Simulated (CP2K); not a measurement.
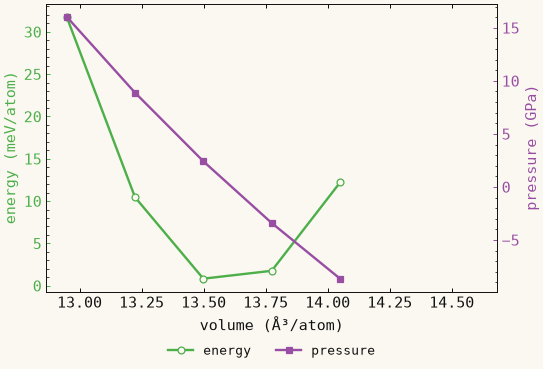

Plotted: energy and pressure against volume for Ta₂C, space group P-3m1 (No. 164).

Starting cell:
```
CELL_PARAMETERS angstrom
3.10590 0.00000 0.00000
-1.55295 2.68979 0.00000
0.00000 0.00000 4.94640
ATOMIC_POSITIONS crystal
Ta 0.66667 0.33333 0.74799
Ta 0.33333 0.66667 0.25201
C 0.00000 0.00000 0.00000
```

How it was computed, with CP2K 2026.2: DFT in Gaussian orbitals with a plane-wave density, no spin polarisation; energies at scaled volumes of the given cell, shape and fractions fixed, counted from the fit's minimum, third-order Birch-Murnaghan fit. Level: PBEsol.

- k mesh: 10×10×6
- occupations: Fermi–Dirac
- smearing width: 0.05 eV
- potentials: GTH PBE with UZH TZVP basis
- density cutoff: 6123 eV
- program settings: ngrids 5, basis sets Ta TZVP-MOLOPT-PBE-GTH-q13, basis sets C TZVP-MOLOPT-PBE-GTH-q4, cutoff ry 450 Ry, rel cutoff ry 60 Ry

The points at volume 14.33 Å³/atom and 14.60 Å³/atom are left out of the plot. What values does the calculation give there?

| volume (Å³/atom) | energy (meV/atom) | pressure (GPa) |
| --- | --- | --- |
| 14.33 | 31.22 | −13.39 |
| 14.60 | 57.98 | −17.65 |

Limits of the calculation: shape and atomic fractions are frozen while scaling, which makes layered, chain and framework solids too stiff.
